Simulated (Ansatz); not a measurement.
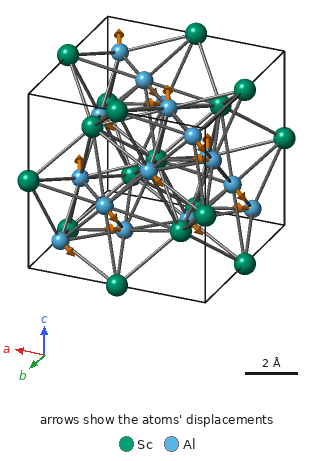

One vibrational mode of a crystal of ScAl$_{2}$ at the zone centre. The orange arrows give the relative displacements of the atoms. Style: ball-and-stick. Shown: the conventional cell (4 times the calculation's cell), from a free direction. Lengths and directions refer to the drawn axes.

Level of theory: DFT PBEsol, scalar-relativistic, plane waves, PAW in Ansatz 0.2.0. (plane-wave cutoff 420 eV; k-point mesh 8 × 8 × 8; occupations fermi dirac; smearing width 0.15 eV; no spin polarisation)

The frequencies depend somewhat on the k-mesh and the smearing.

Q: What mode is this, and where does it lie in the spectrum?

A: This is the T₁u mode (triply degenerate; one member of the set is drawn) at 10.6 THz, optical level 5 of 6, counted from below, infrared-active by symmetry. The Sc atoms hardly move. The crystal is a metal, so free carriers screen the infrared response.
